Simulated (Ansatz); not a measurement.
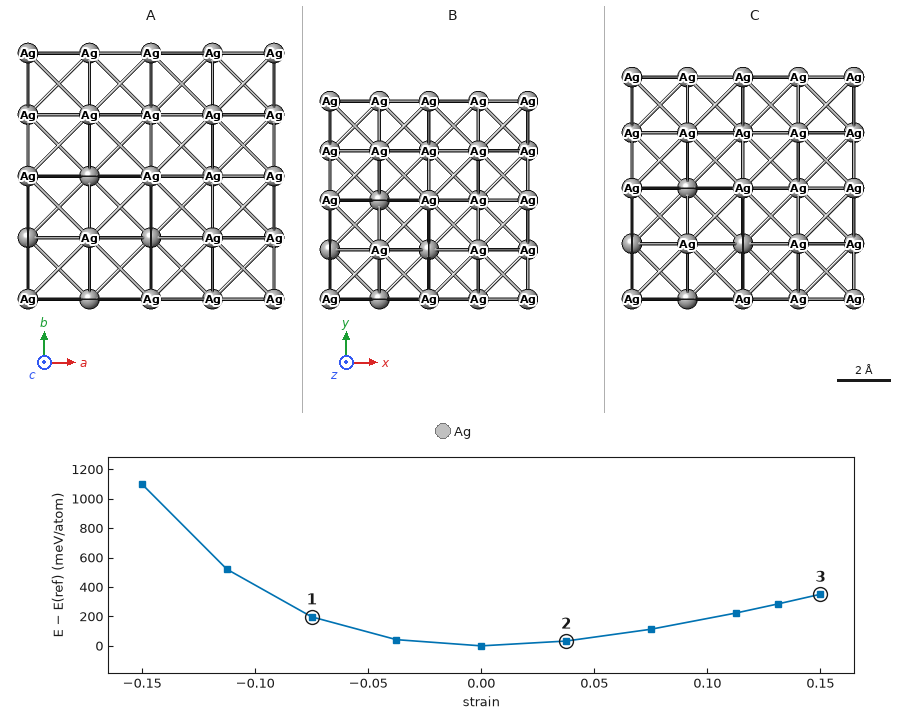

Energy scan for a crystal of Ag (Fm-3m), in which the cell is strained equally along x and y, with the atoms kept at their fractional coordinates. x, y and z are the Cartesian axes of the input. The frames are shuffled; the numbered points of the plot belong to them. Style: ball-and-stick. Shown: the conventional cell (4 times the calculation's cell), repeated 2 × 2 × 1 with one cell outlined, along the c axis. Lengths and directions refer to the drawn axes.

All numbers below come from Ansatz 0.2.0, DFT PBEsol, scalar-relativistic, plane waves, PAW. Settings: plane-wave cutoff 420 eV; k-point mesh 26 × 26 × 26; occupations gaussian; smearing width 0.15 eV; no spin polarisation. Energies (free energies at the smearing named) are counted from the relaxed crystal.

Which frame belongs to which numbered point?

Answer. Point 1 is frame B (the strain −0.075, 197 meV/atom); 2 is frame C (the strain 0.0375, 33 meV/atom); 3 is frame A (the strain 0.15, 351 meV/atom). The lowest computed point lies at the strain 0.00 (0 meV/atom). At the ends of the scan the energy is 1099 meV/atom (−0.15) and 351 meV/atom (0.15). The distortion takes the space group from Fm-3m to I4/mmm. At the strain −0.15 the cell of the drawing goes a 4.054 → 3.446 Å, b 4.054 → 3.446 Å.
